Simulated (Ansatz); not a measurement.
**What a change does: single-point calculation on GaAs**

System: GaAs (slab, 4 atoms in the cell).
Method of run 1: DFT, PBE, plane waves, PAW, PAW set soft_1, no spin polarisation (Ansatz 0.2.0).

The structure derives from an entry of the Crystallography Open Database. Text and figures count atoms from 1; the logs count them from 0 in places.

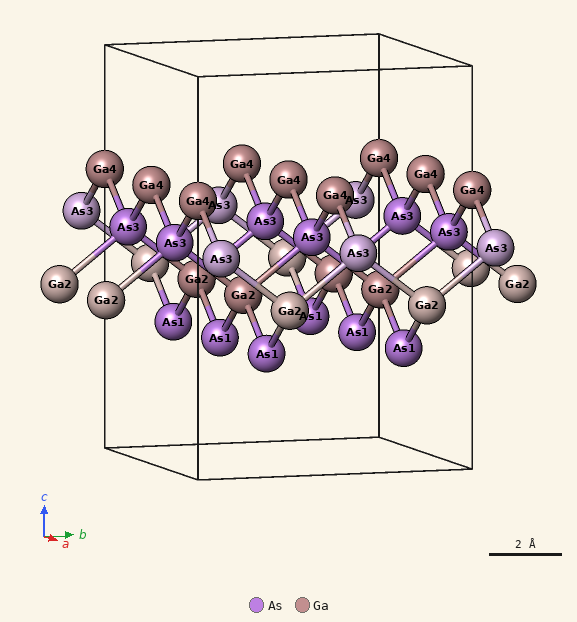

**Figure 1.** The input geometry (ball-and-stick view of the 2 × 2 repeat of the cell, with the vacuum cut short, seen slightly off an axis; neighbours outside the cell are drawn fainter; atoms are numbered from 1 in the order of the input). Near neighbours in the crystal (not all of them lie inside the picture): As has 2 Ga at 2.49 Å; Ga has 4 As at 2.49 to 2.55 Å; As has 4 Ga at 2.47 to 2.55 Å; Ga has 2 As at 2.47 Å.

The input, run 1:
```yaml
crystal:
  lattice:
    - [4.062960926, 0.0, 0.0]
    - [0.0, 4.062960926, 0.0]
    - [0.0, 0.0, 19.8904986572]
  atoms:
    - { symbol: As, position: [0.0, 0.5, 0.2011010417] }
    - { symbol: Ga, position: [0.5, 0.5, 0.2733201266] }
    - { symbol: As, position: [0.5, 0.0, 0.3511019681] }
    - { symbol: Ga, position: [0.0, 0.0, 0.4218345051] }
kpoints:
  mp_grid: { grid: [7, 7, 1], shift: [0.5, 0.5, 0.0] }
hamiltonian:
  xc: pbe
  pseudopotentials: { kind: paw, azcp: { folder: soft_1 } }
scf:
  occupations: { method: gaussian, width: 0.05 }
output:
  forces: true
  eigenvalues: true
efield:
  axis: 3
  dipole_correction: true
  ramp_width: 0.04
```

Command:
```bash
ansatz run input.yaml --threads 2 --pin off --max-ram 6144MiB --backend cpu --events-out ev --progress --plain --runs-dir out
```

Hardware: 2 threads of Arm Neoverse N1, 98 GiB of memory available, shared host.

Output, shortened to warnings, some set-up lines, iterations and results (run 1):
```
Basis set: ecut = 420 eV, 6467 PW (Γ), exchange–correlation on 60×60×270 points (8 copies of the dense FFT grid, shifted against one another)
Symmetry: 4 space group operations
k-points: 16 of 49
Initial density: superposition of atomic densities (neutral atoms: chi_scale 0, normalization atom)
[...]
SCF iter   1: F=—  HF=-17277.467817 eV  |F-HF|=—  |Δ(HF+E_count)|=         —  Δρ=1.81e-2  dr2=4.92e0  ethr=3.10e-3  p=0.000 e·Å  D=3.19e-6 V/Å  ΔV_dip=-0.00 eV  …
SCF iter   2: F=—  HF=-17277.117336 eV  |F-HF|=—  |Δ(HF+E_count)|=   3.50e-1  Δρ=7.86e-3  dr2=1.02e0  ethr=3.10e-3  p=0.025 e·Å  D=1.40e-2 V/Å  ΔV_dip=-0.28 eV  …
SCF iter   3: F=—  HF=-17277.181624 eV  |F-HF|=—  |Δ(HF+E_count)|=   6.43e-2  Δρ=9.11e-3  dr2=8.85e-1  ethr=1.82e-3  p=0.046 e·Å  D=2.56e-2 V/Å  ΔV_dip=-0.51 eV  …
SCF iter   4: F=—  HF=-17276.997447 eV  |F-HF|=—  |Δ(HF+E_count)|=   1.84e-1  Δρ=3.48e-3  dr2=1.73e-1  ethr=1.58e-3  p=0.062 e·Å  D=3.39e-2 V/Å  ΔV_dip=-0.68 eV  …
SCF iter   5: F=—  HF=-17276.969330 eV  |F-HF|=—  |Δ(HF+E_count)|=   2.81e-2  Δρ=1.52e-3  dr2=2.35e-2  ethr=3.08e-4  p=0.091 e·Å  D=5.04e-2 V/Å  ΔV_dip=-1.00 eV  …
SCF iter   6: F=—  HF=-17276.965303 eV  |F-HF|=—  |Δ(HF+E_count)|=   4.03e-3  Δρ=6.52e-4  dr2=5.30e-3  ethr=4.20e-5  p=0.101 e·Å  D=5.58e-2 V/Å  ΔV_dip=-1.11 eV  …
SCF iter   7: F=—  HF=-17276.965074 eV  |F-HF|=—  |Δ(HF+E_count)|=   2.29e-4  Δρ=2.10e-4  dr2=2.69e-4  ethr=9.47e-6  p=0.107 e·Å  D=5.89e-2 V/Å  ΔV_dip=-1.17 eV  …
SCF iter   8: F=—  HF=-17276.965117 eV  |F-HF|=—  |Δ(HF+E_count)|=   4.33e-5  Δρ=1.18e-4  dr2=4.95e-5  ethr=4.81e-7  p=0.107 e·Å  D=5.90e-2 V/Å  ΔV_dip=-1.17 eV  …
SCF iter   9: F=—  HF=-17276.965134 eV  |F-HF|=—  |Δ(HF+E_count)|=   1.71e-5  Δρ=6.58e-5  dr2=3.54e-5  ethr=8.83e-8  p=0.106 e·Å  D=5.87e-2 V/Å  ΔV_dip=-1.17 eV  …
SCF iter  10: F=—  HF=-17276.965126 eV  |F-HF|=—  |Δ(HF+E_count)|=   8.13e-6  Δρ=2.29e-5  dr2=2.88e-6  ethr=6.32e-8  p=0.106 e·Å  D=5.86e-2 V/Å  ΔV_dip=-1.17 eV  …
SCF iter  11: F=—  HF=-17276.965127 eV  |F-HF|=—  |Δ(HF+E_count)|=   1.60e-6  Δρ=6.06e-6  dr2=2.58e-7  ethr=5.14e-9  p=0.106 e·Å  D=5.85e-2 V/Å  ΔV_dip=-1.16 eV  …
SCF iter  12: F=-17276.965128 eV  HF=-17276.965128 eV  |F-HF|=1.10e-8  |Δ(HF+E_count)|=   1.48e-7  Δρ=2.20e-6  dr2=4.68e-8  ethr=1.79e-10  p=0.106 e·Å  D=5.85e-2 V/Å  …
SCF 1 converged in 12 iterations: F = -17276.965128 eV  dr2 = 4.68e-8
SCF converged after 12 iterations
Free energy (F): -17276.965128 eV
Harris-Foulkes:  -17276.965128 eV  (|F-HF|=1.10e-8)
Internal energy: -17276.961915 eV  (E = F + TS)
E sigma→0 (E₀):  -17276.963521 eV
Entropy (-TS):   -0.003212 eV (-0.803 meV/atom)
Fermi energy:    -1.339074 eV
Dipole field:    D = 0.058558 V/Å  (p = 0.106256 e·Å, saw-weighted, corrected)
Work function:   Φ+ = 4.3029 eV   Φ− = 5.4676 eV
Levels:          The Fermi level and band energies are counted from a zero that moves with the ramp; work functions are not
--- Per-component energies (eV) ---
  E_band       = -1144.252721
  E_kinetic    = 411.434513
  E_local      = -36265.269551  (includes V_loc(G=0)·N_el)
  E_nonlocal   = -978.974299
  E_hartree    = 18481.632342
  E_xc         = -263.882782
  E_vxc        = -254.019738  (∫ρ·V_xc dr)
  E_paw        = -8000.020059  (= ΣΔE_a)
  E_vpaw       = -1020.849246  (= ΣTr[D̂ρ^β])
  E_aug_tail   = -0.000443  (compensation charges beyond the density's cutoff)
  E_efield     = 0.003111  (sawtooth field / dipole correction)
  E_vefield    = 0.148484  (∫n·V_field dr)
  E_ewald      = 9338.115253
  E_smearing   = -0.003212  (= −TS)
  E_closure    = -0.000000  (closes the sum)
  Σ components = -17276.965128   (vs F -17276.965128, Δ=0.00e0)
--- Forces (eV/Å), atoms counted from 1 ---
  atom   1  As     0.00000000     0.00000000     0.43034492
  atom   2  Ga     0.00000000     0.00000000    -0.34856978
  atom   3  As     0.00000000     0.00000000    -0.11065473
  atom   4  Ga     0.00000000     0.00000000     0.02886441
  max |Σ_I F_I| component: 1.52e-5 eV/Å
```

The input of run 2 differs as follows (lines with − go, lines with + come):
```diff
+basis:
+  ecutwfc: 420
-  mp_grid: { grid: [7, 7, 1], shift: [0.5, 0.5, 0.0] }
+  mp_grid: { grid: [7, 7, 1] }
```

Predict how the results change.

The free energy of run 2 is 7.0 meV per atom higher, the joint effect of these numerical settings, which can't be told apart here. The number of SCF iterations is the same.

Output, shortened to warnings, some set-up lines, iterations and results (run 2):
```
Basis set: ecut = 420 eV, 6467 PW (Γ), exchange–correlation on 60×60×270 points (8 copies of the dense FFT grid, shifted against one another)
Symmetry: 4 space group operations
k-points: 16 of 49
Initial density: superposition of atomic densities (neutral atoms: chi_scale 0, normalization atom)
[...]
SCF iter   1: F=—  HF=-17277.465505 eV  |F-HF|=—  |Δ(HF+E_count)|=         —  Δρ=1.79e-2  dr2=4.35e0  ethr=3.10e-3  p=0.000 e·Å  D=3.19e-6 V/Å  ΔV_dip=-0.00 eV  …
SCF iter   2: F=—  HF=-17277.099675 eV  |F-HF|=—  |Δ(HF+E_count)|=   3.66e-1  Δρ=8.62e-3  dr2=9.34e-1  ethr=3.10e-3  p=0.042 e·Å  D=2.30e-2 V/Å  ΔV_dip=-0.46 eV  …
SCF iter   3: F=—  HF=-17277.133787 eV  |F-HF|=—  |Δ(HF+E_count)|=   3.41e-2  Δρ=8.34e-3  dr2=7.97e-1  ethr=1.67e-3  p=0.058 e·Å  D=3.22e-2 V/Å  ΔV_dip=-0.64 eV  …
SCF iter   4: F=—  HF=-17276.971957 eV  |F-HF|=—  |Δ(HF+E_count)|=   1.62e-1  Δρ=3.97e-3  dr2=2.09e-1  ethr=1.42e-3  p=0.083 e·Å  D=4.58e-2 V/Å  ΔV_dip=-0.91 eV  …
SCF iter   5: F=—  HF=-17276.941412 eV  |F-HF|=—  |Δ(HF+E_count)|=   3.05e-2  Δρ=1.96e-3  dr2=3.03e-2  ethr=3.73e-4  p=0.112 e·Å  D=6.16e-2 V/Å  ΔV_dip=-1.22 eV  …
SCF iter   6: F=—  HF=-17276.938307 eV  |F-HF|=—  |Δ(HF+E_count)|=   3.11e-3  Δρ=8.67e-4  dr2=8.68e-3  ethr=5.42e-5  p=0.113 e·Å  D=6.23e-2 V/Å  ΔV_dip=-1.24 eV  …
SCF iter   7: F=—  HF=-17276.937683 eV  |F-HF|=—  |Δ(HF+E_count)|=   6.24e-4  Δρ=4.31e-4  dr2=1.78e-3  ethr=1.55e-5  p=0.115 e·Å  D=6.36e-2 V/Å  ΔV_dip=-1.27 eV  …
SCF iter   8: F=—  HF=-17276.937239 eV  |F-HF|=—  |Δ(HF+E_count)|=   4.44e-4  Δρ=1.53e-4  dr2=1.32e-4  ethr=3.17e-6  p=0.115 e·Å  D=6.34e-2 V/Å  ΔV_dip=-1.26 eV  …
SCF iter   9: F=—  HF=-17276.937212 eV  |F-HF|=—  |Δ(HF+E_count)|=   2.67e-5  Δρ=6.29e-5  dr2=2.49e-5  ethr=2.35e-7  p=0.115 e·Å  D=6.33e-2 V/Å  ΔV_dip=-1.26 eV  …
SCF iter  10: F=—  HF=-17276.937209 eV  |F-HF|=—  |Δ(HF+E_count)|=   2.71e-6  Δρ=2.33e-5  dr2=2.23e-6  ethr=4.44e-8  p=0.115 e·Å  D=6.32e-2 V/Å  ΔV_dip=-1.26 eV  …
SCF iter  11: F=—  HF=-17276.937212 eV  |F-HF|=—  |Δ(HF+E_count)|=   2.50e-6  Δρ=6.11e-6  dr2=2.13e-7  ethr=3.99e-9  p=0.115 e·Å  D=6.31e-2 V/Å  ΔV_dip=-1.26 eV  …
SCF iter  12: F=-17276.937212 eV  HF=-17276.937212 eV  |F-HF|=2.64e-8  |Δ(HF+E_count)|=   1.95e-7  Δρ=2.36e-6  dr2=5.76e-8  ethr=1.79e-10  p=0.114 e·Å  D=6.31e-2 V/Å  …
SCF 1 converged in 12 iterations: F = -17276.937212 eV  dr2 = 5.76e-8
SCF converged after 12 iterations
Free energy (F): -17276.937212 eV
Harris-Foulkes:  -17276.937212 eV  (|F-HF|=2.64e-8)
Internal energy: -17276.931441 eV  (E = F + TS)
E sigma→0 (E₀):  -17276.934327 eV
Entropy (-TS):   -0.005771 eV (-1.443 meV/atom)
Fermi energy:    -1.397457 eV
Dipole field:    D = 0.063109 V/Å  (p = 0.114514 e·Å, saw-weighted, corrected)
Work function:   Φ+ = 4.3158 eV   Φ− = 5.5710 eV
Levels:          The Fermi level and band energies are counted from a zero that moves with the ramp; work functions are not
--- Per-component energies (eV) ---
  E_band       = -1143.868493
  E_kinetic    = 411.469689
  E_local      = -36265.742294  (includes V_loc(G=0)·N_el)
  E_nonlocal   = -978.820805
  E_hartree    = 18482.141908
  E_xc         = -263.828784
  E_vxc        = -253.957636  (∫ρ·V_xc dr)
  E_paw        = -8000.269579  (= ΣΔE_a)
  E_vpaw       = -1021.292432  (= ΣTr[D̂ρ^β])
  E_aug_tail   = -0.000443  (compensation charges beyond the density's cutoff)
  E_efield     = 0.003613  (sawtooth field / dipole correction)
  E_vefield    = 0.160545  (∫n·V_field dr)
  E_ewald      = 9338.115253
  E_smearing   = -0.005771  (= −TS)
  E_closure    = -0.000000  (closes the sum)
  Σ components = -17276.937212   (vs F -17276.937212, Δ=0.00e0)
--- Forces (eV/Å), atoms counted from 1 ---
  atom   1  As     0.00000000     0.00000000     0.43608658
  atom   2  Ga     0.00000000     0.00000000    -0.43099724
  atom   3  As     0.00000000     0.00000000     0.01185888
  atom   4  Ga     0.00000000     0.00000000    -0.01692838
  max |Σ_I F_I| component: 1.98e-5 eV/Å
```

The two runs side by side:

| quantity | run 1 | run 2 |
| --- | --- | --- |
| outcome | converged | converged |
| free energy per atom (eV) | −4319.2413 | −4319.2343 |
| energy per atom, smearing taken to zero (eV) | −4319.2409 | −4319.2336 |
| gap on the mesh (eV) | 0.00 | 0.00 |
| largest force (eV/Å) | 0.430 | 0.436 |
| SCF iterations | 12 | 12 |
| irreducible k-points | 16 | 16 |
| plane waves at Γ | 6467 | 6467 |
| work function (eV) | – | 4.32 |
| wall time (shared host) | 18 s | 18 s |
